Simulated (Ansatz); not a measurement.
Consider HC₃₂ (cell with a defect).

Input

```
crystal:
  lattice:
    - [0.0, 0.0, 7.1348525476]
    - [-4.9294762873, 4.2690516923, 3.5674262738]
    - [-4.9294762874, -4.2690516922, 3.5674262738]
  atoms:
    - { symbol: C, position: [0.375, 0.5416666667, 0.7083333333] }
    - { symbol: C, position: [0.875, 0.5416666667, 0.7083333333] }
    - { symbol: C, position: [0.25, 0.9166666667, 0.5833333333] }
    - { symbol: C, position: [0.75, 0.9166666667, 0.5833333333] }
    - { symbol: C, position: [0.125, 0.2916666667, 0.4583333333] }
    - { symbol: C, position: [0.625, 0.2916666667, 0.4583333333] }
    - { symbol: C, position: [0.0, 0.6666666667, 0.3333333333] }
    - { symbol: C, position: [0.5, 0.6666666667, 0.3333333333] }
    - { symbol: C, position: [0.375, 0.0416666667, 0.2083333333] }
    - { symbol: C, position: [0.875, 0.0416666667, 0.2083333333] }
    - { symbol: C, position: [0.25, 0.4166666667, 0.0833333333] }
    - { symbol: C, position: [0.75, 0.4166666667, 0.0833333333] }
    - { symbol: C, position: [0.125, 0.7916666667, 0.9583333333] }
    - { symbol: C, position: [0.625, 0.7916666667, 0.9583333333] }
    - { symbol: C, position: [1.0, 0.1666666667, 0.8333333333] }
    - { symbol: C, position: [0.5, 0.1666666667, 0.8333333333] }
    - { symbol: C, position: [0.5, 0.3333333333, 0.6666666667] }
    - { symbol: C, position: [0.0, 0.3333333333, 0.6666666667] }
    - { symbol: C, position: [0.375, 0.7083333333, 0.5416666667] }
    - { symbol: C, position: [0.875, 0.7083333333, 0.5416666667] }
    - { symbol: C, position: [0.25, 0.0833333333, 0.4166666667] }
    - { symbol: C, position: [0.75, 0.0833333333, 0.4166666667] }
    - { symbol: C, position: [0.125, 0.4583333333, 0.2916666667] }
    - { symbol: C, position: [0.625, 0.4583333333, 0.2916666667] }
    - { symbol: C, position: [0.5, 0.8333333333, 0.1666666667] }
    - { symbol: C, position: [0.0, 0.8333333333, 0.1666666667] }
    - { symbol: C, position: [0.375, 0.2083333333, 0.0416666667] }
    - { symbol: C, position: [0.875, 0.2083333333, 0.0416666667] }
    - { symbol: C, position: [0.25, 0.5833333333, 0.9166666667] }
    - { symbol: C, position: [0.75, 0.5833333333, 0.9166666667] }
    - { symbol: C, position: [0.125, 0.9583333333, 0.7916666667] }
    - { symbol: C, position: [0.625, 0.9583333333, 0.7916666667] }
    - { symbol: H, position: [0.2738500443, -0.0192348422, -0.003033194] }
basis:
  ecutwfc: 420
  xc_grid: 2
kpoints:
  mp_grid: { grid: [4, 4, 4], shift: [0.0, 0.0, 0.0] }
hamiltonian:
  xc: pbe
  dispersion: d3bj
scf:
  occupations: { method: gaussian, width: 0.1 }
output:
  forces: true
  stress: false
  eigenvalues: true
  write_density: true
  write_potential: true
  elf: true
  volumetric_format: npy
relax:
  adjacent_minimum: "off"
  f_tol: 0.02
  max_steps: 60
```

Run with:

```sh
ansatz run input.yaml --threads 4 --pin off --max-ram 10240MiB --backend cpu --events-out ev --progress --plain --runs-dir out
```

The fields are those of the run's last geometry, not of the input's.

Computed without spin polarisation.

Method: Ansatz, DFT PBE+D3(BJ), scalar-relativistic, plane waves, PAW.

### What will maps of the valence pseudo-density and electron localisation function show?

C–H (1.13 Å): the density is about 1.8 e/Å³ at the midpoint; the ELF climbs to about 1 towards the hydrogen, as it does in any bond to H: a covalent bond by its length.

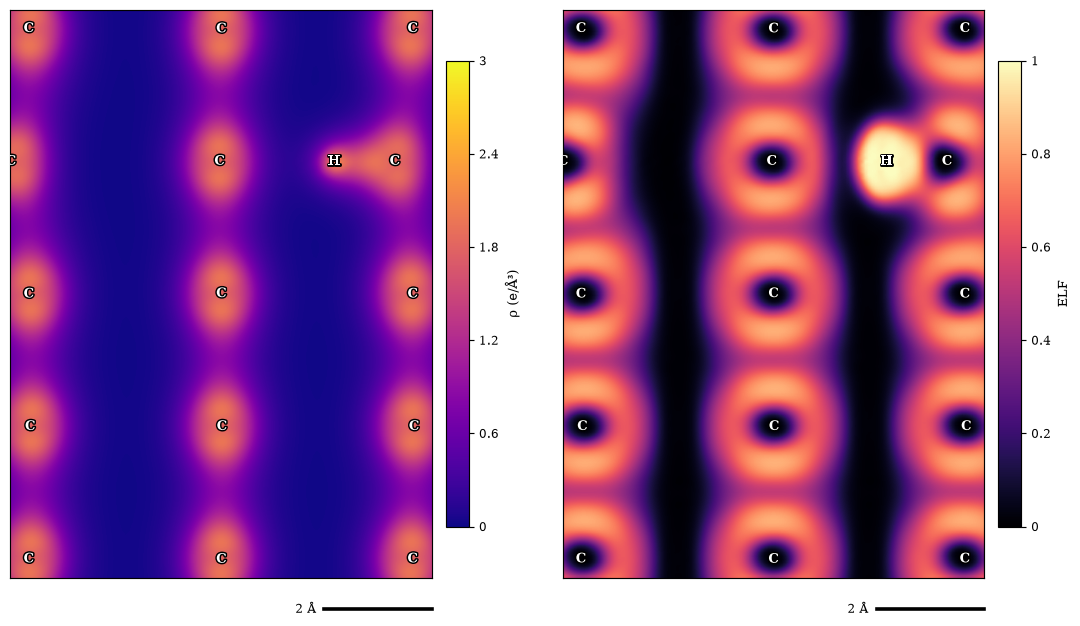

Computed valence pseudo-density and electron localisation function on the (011̄) plane of the calculation cell, in this order. Atoms just off the plane (C, 0.7 Å away) can leave unmarked features too.

The density is the valence pseudo-density of a PAW calculation; it isn't the true density close to the nuclei.
